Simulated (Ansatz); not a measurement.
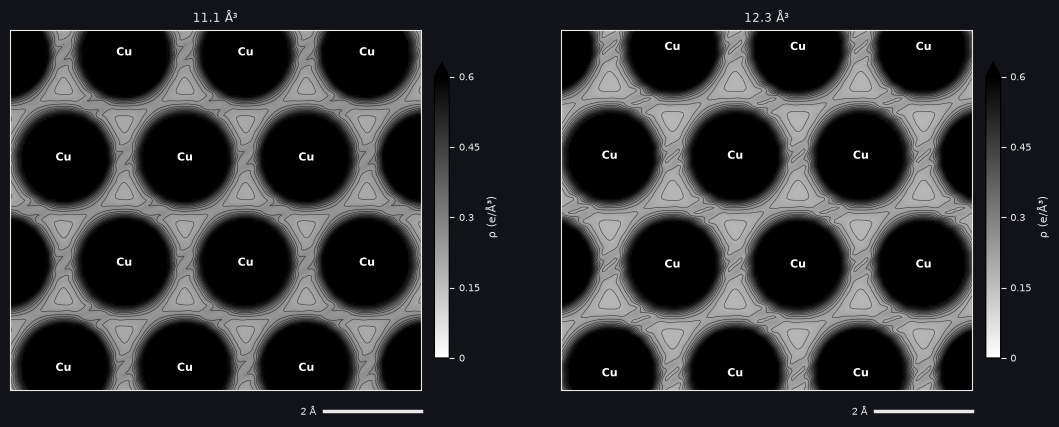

Cu. The valence electron density of cells scaled evenly to different volumes (given per atom above each panel), on the (001) plane of each (indices in the axes of the cell below), at one length scale and on one colour scale.

These are results of Kohn-Sham DFT of a periodic cell, HF, Ansatz PAW (Ansatz 0.2.0), not measurements.

The largest cell:

```cif
data_structure
_symmetry_space_group_name_H-M 'P 1'
_symmetry_Int_Tables_number 1
_cell_length_a 2.5898
_cell_length_b 2.5898
_cell_length_c 2.5898
_cell_angle_alpha 60.000
_cell_angle_beta 60.000
_cell_angle_gamma 60.000
_cell_volume 12.28
loop_
_atom_site_label
_atom_site_type_symbol
_atom_site_fract_x
_atom_site_fract_y
_atom_site_fract_z
_atom_site_occupancy
Cu1 Cu 0.00000 0.00000 0.00000 1
```

| volume (Å³/atom) | Cu–Cu contact in the plane (Å) | ρ at its midpoint (e/Å³) | pressure (GPa) | 
| --- | --- | --- | --- |
| 11.10 | 2.504 | 0.247 | 35.0 | 
| 11.57 | 2.539 | ? | ? | 
| 12.28 | 2.590 | 0.206 | 18.5 | 

### What values belong in the row with question marks?

Over the known rows ln ρ falls by 2.11 per Å of Cu–Cu distance (the line through the two), which gives 0.229 e/Å³ at 2.539 Å; the calculation gives 0.231 e/Å³. For the pressure, a straight line in volume between the neighbouring rows gives 28.4 GPa; the calculation gives 27.3, lower because pressure rises ever faster on compression.
